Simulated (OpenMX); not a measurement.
**A series of single points on C**

System: C (2 atoms in the cell).
Method: Kohn-Sham DFT of a periodic cell, PBE, OpenMX 2013 PBE set, no spin polarisation (OpenMX 3.8.5).

The 7 runs differ only in the geometry, by an even scaling of the cell at fixed fractional positions. The structure derives from an entry of the Crystallography Open Database.

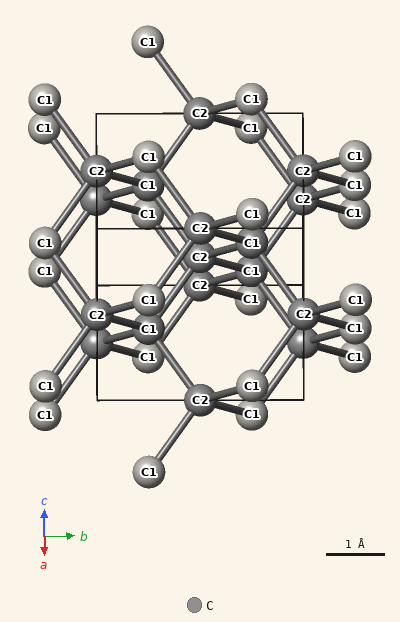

Figure 1. The structure of run 4 (ball-and-stick view of the cell 4 times as large as that of the calculation, set on its symmetry axes, seen at an oblique angle; neighbours outside the cell are drawn fainter; atoms are numbered from 1 in the order of the input).

### Input of run 4
```
System.CurrrentDirectory             ./
System.Name                          C
DATA.PATH                            ./DFT_DATA13
level.of.stdout                      1
level.of.fileout                     0
Species.Number                       1
<Definition.of.Atomic.Species
  C   C6.0-s2p2d1            C_PBE13
Definition.of.Atomic.Species>

Atoms.Number                         2
Atoms.SpeciesAndCoordinates.Unit     FRAC
<Atoms.SpeciesAndCoordinates
    1  C     0.7500000000    0.7500000000    0.7500000000   2.000  2.000
    2  C     0.5000000000    0.5000000000    0.5000000000   2.000  2.000
Atoms.SpeciesAndCoordinates>

Atoms.UnitVectors.Unit               Ang
<Atoms.UnitVectors
     0.0000000000    1.7833700000    1.7833700000
     1.7833700000    0.0000000000    1.7833700000
     1.7833700000    1.7833700000    0.0000000000
Atoms.UnitVectors>

scf.XcType                           GGA-PBE
scf.SpinPolarization                 off
scf.ElectronicTemperature            580.226
scf.energycutoff                     300.0
scf.maxIter                          100
scf.EigenvalueSolver                 band
scf.Kgrid                            13 13 13
scf.Mixing.Type                      rmm-diisk
scf.Init.Mixing.Weight               0.05
scf.Min.Mixing.Weight                0.001
scf.Max.Mixing.Weight                0.3
scf.Mixing.History                   25
scf.Mixing.StartPulay                8
scf.criterion                        1.0e-8
scf.stress.tensor                    on
MD.Type                              nomd
```

Command:
```bash
openmx C.dat -nt 1 > C.std
```

Run 5 has the same physical settings and fractional positions; its lattice vectors (Å) are:
```
   0.000000    1.795181    1.795181
   1.795181    0.000000    1.795181
   1.795181    1.795181    0.000000
```

### Results, with one run withheld

```tsv
run	volume per atom (Å³)	free energy per atom, from the lowest run given (meV)	gap on the mesh (eV)
1	5.332	34.99	4.45
2	5.445	16.04	4.40
3	5.558	4.57	4.35
4	5.672	0.00	4.31
5	5.785	?	?
6	5.899	9.14	4.22
7	6.012	21.75	4.18
```

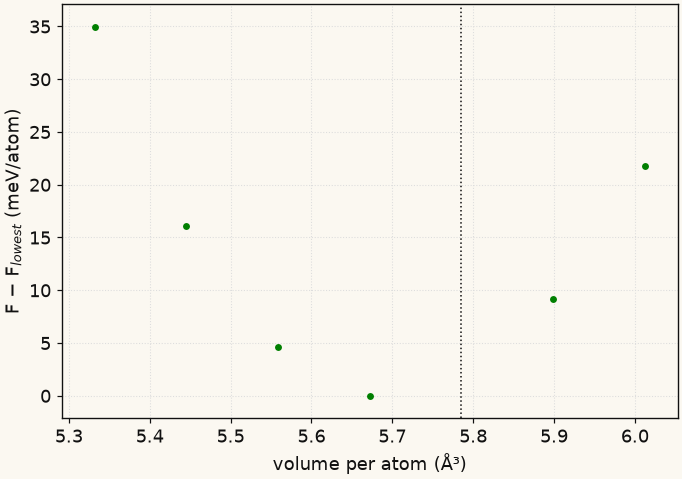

Figure 2. Free energy per atom of the runs given; the dotted line marks run 5.

What should run 5 give?

A cubic polynomial in V^(−2/3) (the Birch–Murnaghan form), fitted to the 6 runs given, misses them by at most 0.02 meV per atom. With x = V^(−2/3) − 0.31544 Å⁻², it reads F = 0.49185 + 678.53 x + 1.7703e+05 x² − 90379 x³ (meV per atom). At run 5 it gives 1.68 meV per atom, and the run itself gives 1.70. The fit has its minimum at 5.696 Å³ per atom, where V d²F/dV² gives 436 GPa: the bulk modulus at this level, since symmetry fixes the shape and the positions. The gap on the mesh goes, without turning, from 4.45 eV in run 1 to 4.18 eV in run 7; run 5 has 4.26 eV. These are gaps of this functional on this mesh, which can miss the band edges; they aren't the measured gap.

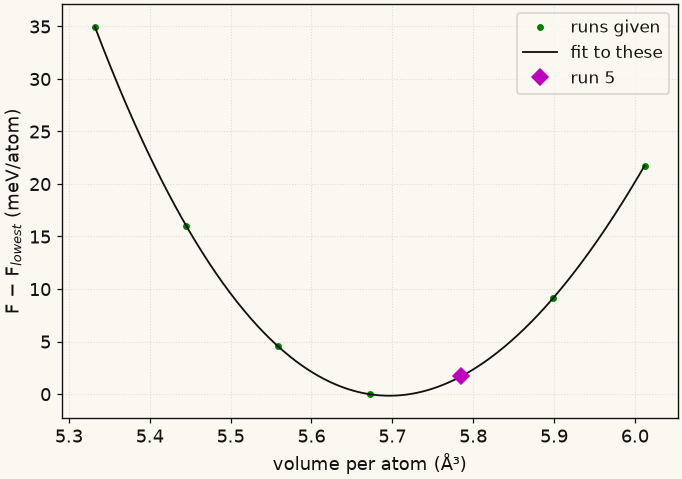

Figure 3. The fit and the withheld run.

### Some lines of the output (run 5)
```
[...]
  Cell_Volume =     78.082020808257 (Bohr^3)
        Total energy (Hartree) at MD = 1
   kloop=0
   kloop=1
   kloop=1098
```

Notes: With a small basis of atomic orbitals these values can differ much from converged plane-wave results.
